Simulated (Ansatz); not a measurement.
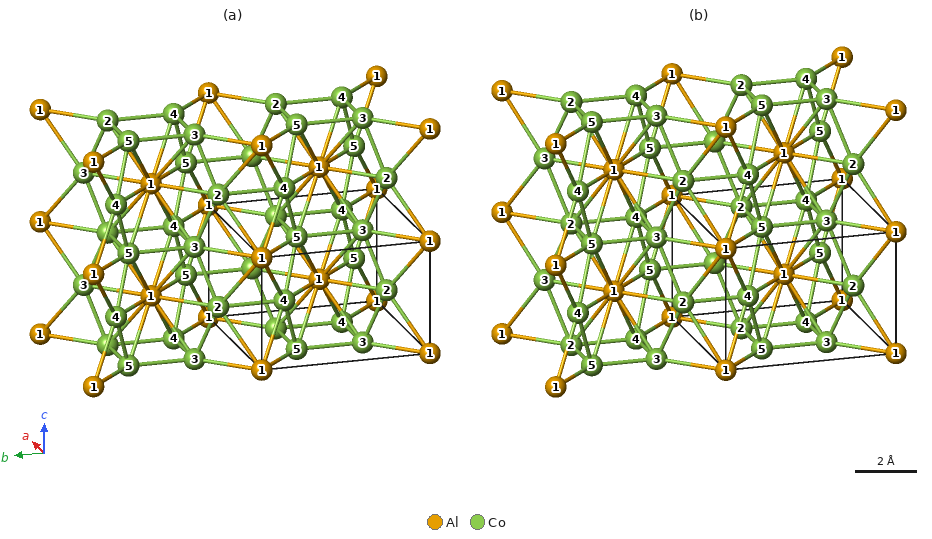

The structure of a crystal of AlCo4 (a generated structure, set up in I4/mmm) (coarse preliminary run) before (left) and after (right) a relaxation, at one scale.

Style: ball-and-stick. Shown: the conventional cell (2 times the calculation's cell), repeated 1 × 2 × 2 with one cell outlined, from a free direction. Lengths and directions refer to the drawn axes.

Level of theory: DFT PBE, scalar-relativistic, plane waves, PAW (Ansatz 0.2.0).

The input:
```yaml
crystal:
  lattice:
    - [-2.89500164, 2.89500164, 1.9387769]
    - [2.89500164, -2.89500164, 1.9387769]
    - [2.89500164, 2.89500164, -1.9387769]
  atoms:
    - { symbol: Al, position: [0.0, 0.0, 0.0] }
    - { symbol: Co, position: [0.69617671, 0.69617671, 0.39235342], spin: 3.0 }
    - { symbol: Co, position: [0.30382329, 0.30382329, 0.60764658], spin: -3.0 }
    - { symbol: Co, position: [0.30382329, 0.69617671, 0.0], spin: -3.0 }
    - { symbol: Co, position: [0.69617671, 0.30382329, 0.0], spin: -3.0 }
basis:
  ecutwfc: 420
kpoints:
  mp_grid: { grid: [6, 6, 6] }
hamiltonian:
  xc: pbe
scf:
  occupations: { method: gaussian, width: 0.1 }
  lower_state_search: "off"
output:
  forces: true
  stress: true
  eigenvalues: true
  populations: true
magnetization:
  spin_polarized: true
relax:
  adjacent_minimum: "off"
  f_tol: 0.04
  max_steps: 70
  cell: { stress_tol: 0.4 }
```

Command:
```bash
ansatz run input.yaml --threads 4 --pin off --max-ram 8192MiB --backend cpu --events-out ev --progress --plain --runs-dir out
```

Q: Describe what moved and what it gained.

A: The energy falls by 0.588 eV per cell of the calculation in 5 accepted moves (7 points after the start). The largest force component goes from 0.66 to 0.0019 eV/Å. Pressure: 16.13 GPa at the start and 0.04 GPa at the end. At 2 points the geometry stayed and the basis and grid were re-selected for the new cell (energy shift of 18.0 meV per cell of the calculation at most each time). The largest moves relative to the cell, 0.050 Å, are those of Co2, Co3, Co4 and Co5. Co2 goes along [−1 −1 0]. Al stays in place. The volume changes by +10.7 %, with a = b 5.790 → 5.855 Å (+1.1 %), c 3.878 → 4.200 Å (+8.3 %). Near-neighbour distances that change, for instance: Co2–Co3 2.130 → 2.323 Å, Al1–Co2 2.518 → 2.624 Å, Al1–Co2 (another image) 2.488 → 2.566 Å, Co2–Co4 2.272 → 2.226 Å. The space group stays I4/mmm (No. 139). The program noted that the starting moments weren't kept.
